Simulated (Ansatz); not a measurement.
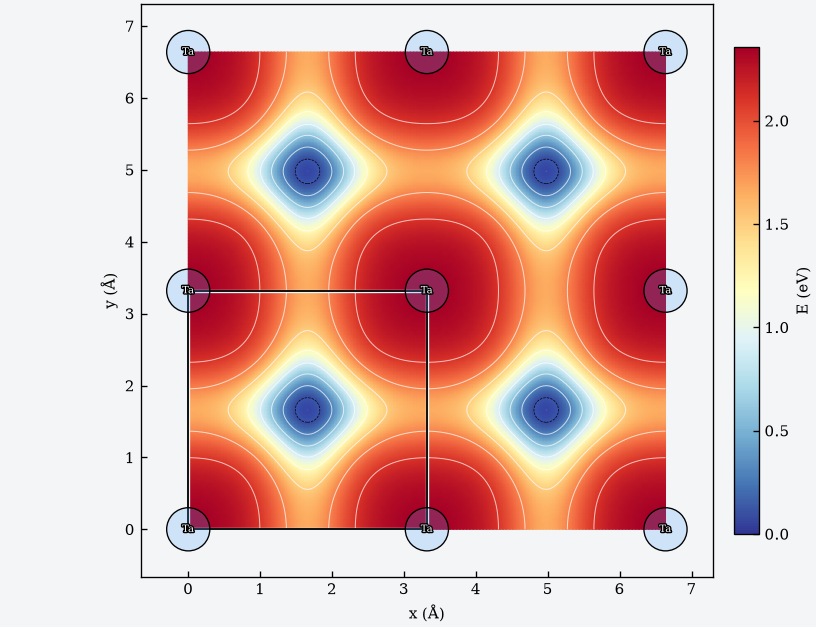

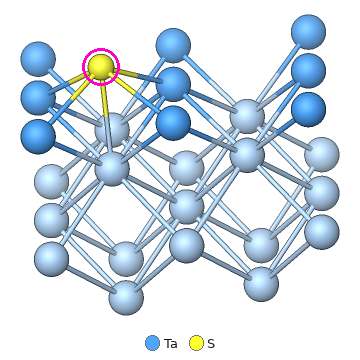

Energy landscape of S on a Ta(100) slab cut from the Im-3m phase, its upper half relaxed before the scan (16 atoms of substrate and one adsorbate in a 2 × 2 cell). 
- S is moved over the surface cell; relaxed at each place: the height of the adsorbate's atoms; substrate rigid; the origin of the map has the adsorbate above Ta13.
- Places are given modulo a cell vector. The map is drawn in real space over the plane of the surface.
- The grid has 8 × 8 points; 15 points were computed and 49 follow by symmetry.
- Places are given in fractions of the 1 × 1 surface cell.
- All energies are given in eV relative to the lowest grid point.
- All numbers below come from DFT PBE, scalar-relativistic, plane waves, PAW (Ansatz 0.2.0). Settings: cutoff 420 eV, k-mesh 4×4×1, gaussian smearing 0.1 eV, no spin polarisation.

Drawn: a smooth colour map with a few white contour lines, labelled circles for the atoms of the top layer and small ones for the second layer, the outline of one cell of the 2 × 2 shown. Between grid points the surface is interpolated. The second picture is the structure at the lowest point; rings mark the moved atoms.

> What does the map say about the system?

The lowest grid point is at a fourfold hollow over a second-layer Ta atom, (4/8, 4/8) of the cell vectors. No other kind of well shows on this grid. The highest grid point, the top site over a surface Ta atom, (0/8, 0/8) of the cell vectors, lies 2.35 eV above the lowest. On the interpolated surface the easiest way out of the lowest well to its copy in the next cell or period passes a barrier of about 1.7 eV. At the lowest point the adsorbate has 5 Ta at 2.60 Å as nearest neighbours, at the highest 1 Ta at 2.25 Å. Its relaxed height above the top atom is 1.11 Å at the lowest and 2.25 Å at the highest point.

The values on the grid:

| second ↓, first → | 0/8 | 1/8 | 2/8 | 3/8 | 4/8 | 5/8 | 6/8 | 7/8 |
| --- | --- | --- | --- | --- | --- | --- | --- | --- |
| 7/8 | 2.33 | 2.30 | 2.17 | 1.86 | 1.58 | 1.86 | 2.17 | 2.30 |
| 6/8 | 2.20 | 2.17 | 2.01 | 1.61 | 1.20 | 1.61 | 2.01 | 2.17 |
| 5/8 | 1.90 | 1.86 | 1.61 | 0.96 | 0.43 | 0.96 | 1.61 | 1.86 |
| 4/8 | 1.66 | 1.58 | 1.20 | 0.43 | 0.00 | 0.43 | 1.20 | 1.58 |
| 3/8 | 1.90 | 1.86 | 1.61 | 0.96 | 0.43 | 0.96 | 1.61 | 1.86 |
| 2/8 | 2.20 | 2.17 | 2.01 | 1.61 | 1.20 | 1.61 | 2.01 | 2.17 |
| 1/8 | 2.33 | 2.30 | 2.17 | 1.86 | 1.58 | 1.86 | 2.17 | 2.30 |
| 0/8 | 2.35 | 2.33 | 2.20 | 1.90 | 1.66 | 1.90 | 2.20 | 2.33 |

Each point was launched as `ansatz run input.yaml --threads 4 --pin off --max-ram 12288MiB --backend cpu --events-out ev --progress --plain --runs-dir out`. Time for the 15 points that were run: 20 min on 4 threads of Intel(R) Xeon(R) Platinum 8259CL CPU @ 2.50GHz (Skylake/Cascade Lake) (shared host).

PAW datasets: the set soft_1.
